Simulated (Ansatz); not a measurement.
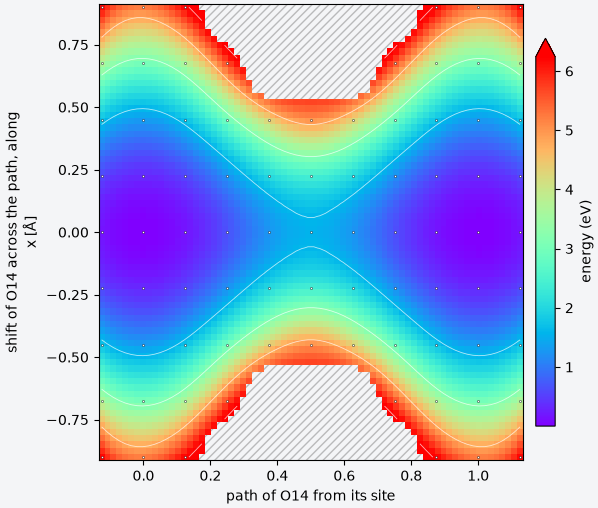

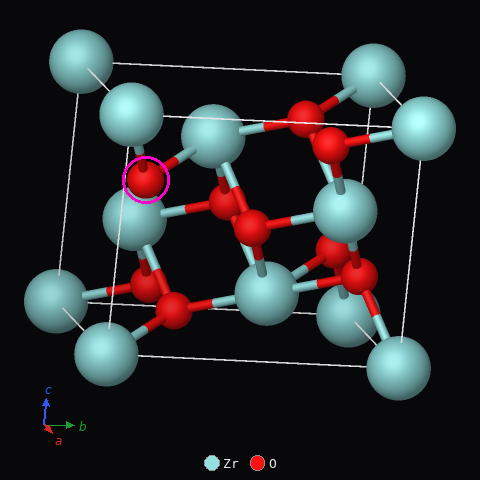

Energy landscape of ZrO₂ (Fm-3m phase) with one O vacancy (14 atoms in the cell, cell charge +2). An atom moved over a plane that holds its own site and a neighbouring vacancy (x along [−1 3 0], y along [−3 −1 0], z along [0 0 1] of the conventional cell). First axis: path of O14 from its site (0) to the vacancy (1), 2.558 Å. Second axis: shift of O14 across the path, along x. Nothing is relaxed (all other atoms held at the sites of the perfect crystal). Grid: 11 × 9 points; 24 points were computed and 59 follow by symmetry. At 16 points there is no value (left out of the scan, as a rule where atoms come close). Points are written as (first, second). Energies are in eV per cell, from the lowest grid point. The cell is charged on a uniform background, without a charge correction. Theory: Ansatz, DFT PBE, scalar-relativistic, plane waves, PAW. Settings: cutoff 420 eV, k-mesh 4×4×4, gaussian smearing 0.05 eV, no spin polarisation.

In the figure: a smooth colour map with a few white contour lines, dots at the grid points, one colour for all values above the top of the scale, hatched blanks where no value was computed. Between grid points the surface is interpolated. The second picture is the structure at the lowest point; rings mark the moved atoms.

What does the map say about the system?

Answer. The lowest grid point is at (0.000, 0.000 Å) [nearest 4 Zr at 2.22 Å]; the map holds 2 wells of about this depth. No other kind of well shows on this grid. The highest grid point, (0.125, −0.900 Å) [nearest 1 Zr at 1.64 Å and 1 O at 1.69 Å], lies 6.24 eV above the lowest. On the interpolated surface the easiest way out of the lowest well to a well of about the same depth near (1.000, 0.000 Å) [nearest 4 Zr at 2.22 Å] passes a barrier of about 1.5 eV.

Time for the 24 points that were run: 5 min on 4 threads of Arm Neoverse V2, with other jobs on the host.

PAW datasets: the set soft_1.
